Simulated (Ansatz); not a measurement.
# Calculations on CoSn

## 1. Relaxation

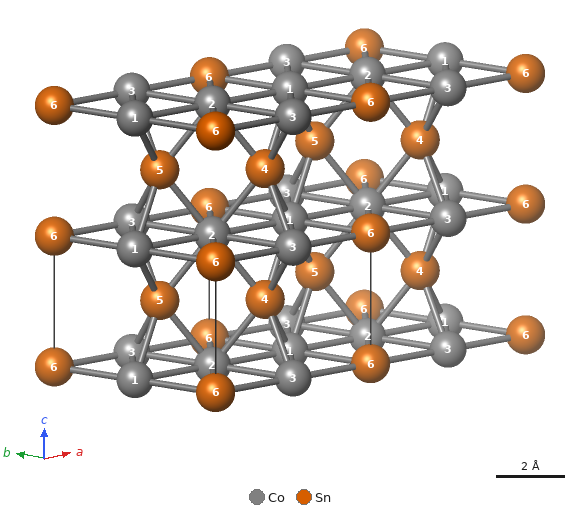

This is the input geometry for a relaxation of solid CoSn (set up in P6/mmm). A ball-and-stick model of the cell of the calculation, repeated 2 × 1 × 2 with one cell outlined, seen from a free direction.

Case: biaxial strain in the a-b plane of +4.0 %; c and atoms relaxed.

Method: Ansatz, DFT PBEsol, scalar-relativistic, plane waves, PAW.

Input file:
```yaml
crystal:
  lattice:
    - [5.4285044474, 0.0, 0.0]
    - [-2.7142522237, 4.701222756, 0.0]
    - [0.0, 0.0, 4.068428562]
  atoms:
    - { symbol: Co, position: [0.0, 0.5, 0.0] }
    - { symbol: Co, position: [0.5, 0.5, 0.0] }
    - { symbol: Co, position: [0.5, 0.0, 0.0] }
    - { symbol: Sn, position: [0.6666666667, 0.3333333333, 0.5] }
    - { symbol: Sn, position: [0.3333333333, 0.6666666667, 0.5] }
    - { symbol: Sn, position: [0.0, 0.0, 0.0] }
basis:
  ecutwfc: 420
kpoints:
  mp_grid: { grid: [12, 12, 8] }
hamiltonian:
  xc: pbesol
scf:
  occupations: { method: gaussian, width: 0.1 }
output:
  forces: true
  stress: true
  eigenvalues: true
relax:
  adjacent_minimum: "off"
  f_tol: 0.008
  max_steps: 40
  cell: { stress_tol: 0.015, fix: [a, b, gamma] }
```

Launched with:
```bash
ansatz run input.yaml --threads 1 --pin off --max-ram 2560MiB --backend cpu --events-out ev --progress --plain --runs-dir out
```

Q: Predict the outcome.

A: After 2 accepted moves (3 points after the start) the energy has fallen by 0.3 meV per atom. All forces vanish by symmetry, so only the cell relaxes. The pressure goes from −6.40 to −6.96 GPa. The SCF was repeated once at an unchanged geometry on a basis and grid sized afresh for the cell, which shifted the energy by 0.1 meV per atom at most. The atoms keep their places relative to the cell (all moves are under 0.005 Å). The drawn cell changes as follows: a = b unchanged at 5.429 Å, c 4.068 → 4.087 Å (+0.4 %); the volume changes by +0.4 %. Some distances before and after: Co1–Sn4 2.568 → 2.575 Å. The space group stays P6/mmm (No. 191). Cost: 2.5 min on 1 thread of AMD EPYC 7R43 64-Core Processor (Zen 3), on a shared host, peak memory 0.72 GiB.

## 2. Relaxation

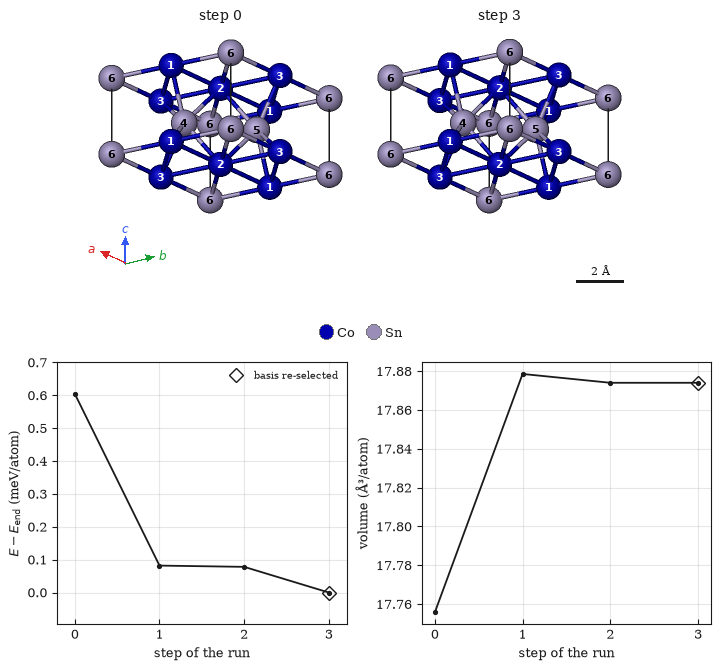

First and last geometry of a relaxation of crystalline CoSn (set up in P6/mmm), with the history of the run. Style: ball-and-stick. Shown: the cell of the calculation, from a free direction.

Case: biaxial strain in the a-b plane of +6.0 %; c and atoms relaxed.

Level of theory: Ansatz 0.2.0, DFT PBEsol, scalar-relativistic, plane waves, PAW. Settings: plane-wave cutoff 420 eV; k-point mesh 12 × 12 × 8; occupations gaussian; smearing width 0.1 eV; no spin polarisation; cell relaxed at fixed a, b, gamma; force threshold 0.008 eV/Å; at most 40 steps.

### Read the history and describe the run.

It converged. Over 2 accepted moves (3 points after the start) the energy falls by 0.6 meV per atom. All forces vanish by symmetry, so only the cell relaxes. The pressure goes from −8.48 to −9.27 GPa. At 1 point the geometry stayed and the basis and grid were re-selected for the new cell (energy shift of 0.1 meV per atom at most each time). No atom moves by more than 0.005 Å relative to the cell. Cell: a = b unchanged at 5.533 Å, c 4.018 → 4.045 Å (+0.7 %). Volume +0.7 %. Near-neighbour distances that change, for instance: Co1–Sn4 2.567 → 2.577 Å. The space group stays P6/mmm (No. 191). The run took 3.6 min on 1 thread of AMD EPYC 7R43 64-Core Processor (Zen 3), on a shared host, peak memory 0.72 GiB.

```tsv
step	E − E(0), meV/atom	pressure, GPa	volume, Å³/atom	note
0	0.00	-8.48	17.756	
1	-0.52	-9.31	17.879	
2	-0.53	-9.28	17.874	
3	-0.60	-9.27	17.874	same geometry, new basis
```

## 3. A change

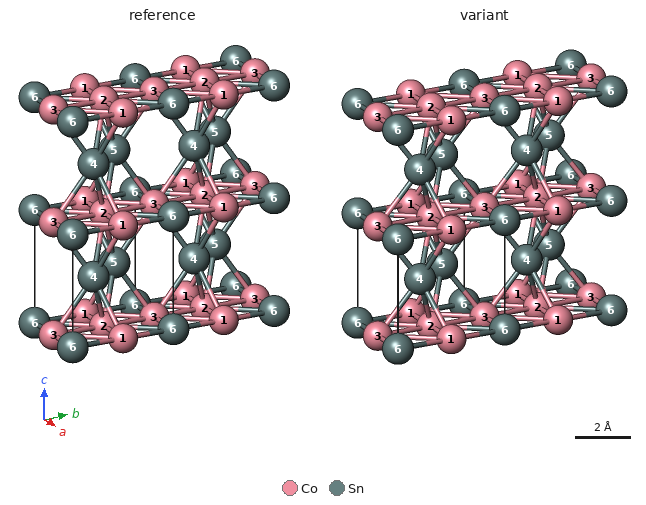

Left: crystalline CoSn (set up in P6/mmm). Right: the same structure after one change, at the same scale. The picture is a ball-and-stick view of the cell of the calculation, repeated 1 × 2 × 2 with one cell outlined, seen slightly off an axis.

Method: DFT PBEsol, scalar-relativistic, plane waves, PAW (Ansatz 0.2.0). (plane-wave cutoff 420 eV; k-point mesh 12 × 12 × 8; occupations gaussian; smearing width 0.1 eV; no spin polarisation)

Which change leads from the left to the right?

Answer. Biaxial strain in the a–b plane, +6.0 %, is applied. The c axis and the atoms are relaxed.

And its effect?

Answer. Energy change: +98.2 meV per atom. Pressure: 0.0 GPa before, −9.3 GPa after. The principal stresses (compression positive) are 0.0 GPa along c and −13.9 GPa across it. Cell: a = b 5.220 → 5.533 Å (+6.0 %), c 4.168 → 4.045 Å (−3.0 %). Volume +9.0 %. The atoms keep their places relative to the cell (all moves are under 0.005 Å). Among the bonded contacts that change: Co–Sn 2.610 → 2.766 Å, Co–Co 2.610 → 2.766 Å, Co–Sn 2.572 → 2.577 Å. The space group stays P6/mmm (No. 191).

## 4. Series

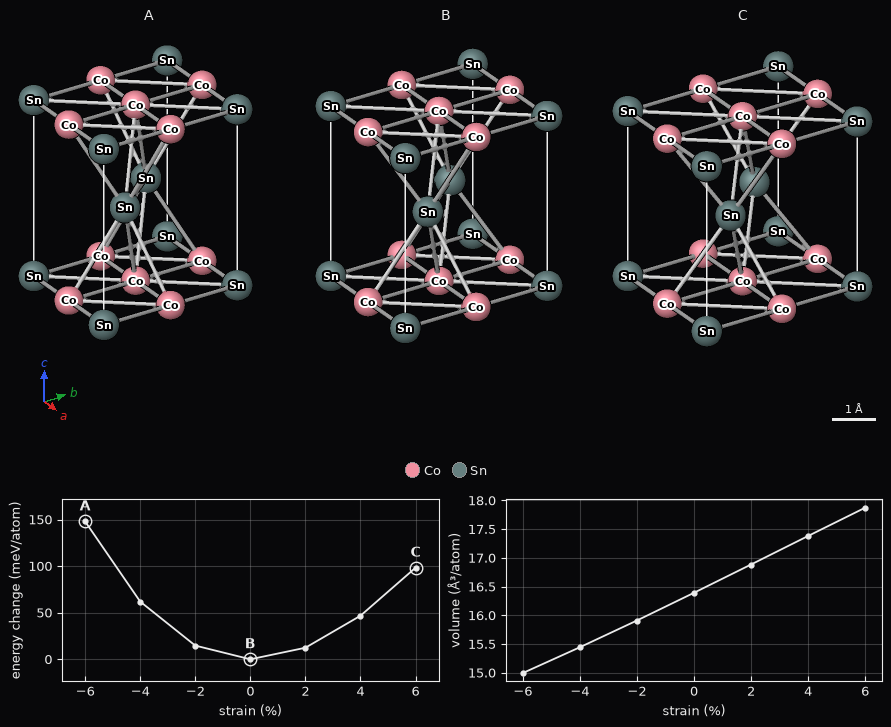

Members of a series of calculations on a crystal of CoSn (set up in P6/mmm), marked on the first curve. Style: ball-and-stick. Shown: the cell of the calculation, slightly off an axis.

Theory: DFT PBEsol, scalar-relativistic, plane waves, PAW in Ansatz. (plane-wave cutoff 420 eV; k-point mesh 12 × 12 × 8; occupations gaussian; smearing width 0.1 eV; no spin polarisation)

### Describe the series.

Biaxial strain in the a–b plane, c and atoms relaxed. A (strain −6.0 %): energy change 148 meV/atom, volume 15.00 Å³ per atom. B (strain 0.0 %): energy change 0.0 meV/atom, volume 16.39 Å³ per atom. C (strain 6.0 %): energy change 98.2 meV/atom, volume 17.87 Å³ per atom. The rest compares A with C. The drawn cell changes as follows: a = b 4.907 → 5.533 Å (+12.8 %), c 4.315 → 4.045 Å (−6.3 %); the volume changes by +19.2 %. Among the bonded contacts that change: Sn–Sn 2.833 → 3.194 Å, Co–Co 2.453 → 2.766 Å, Co–Sn 2.453 → 2.766 Å.
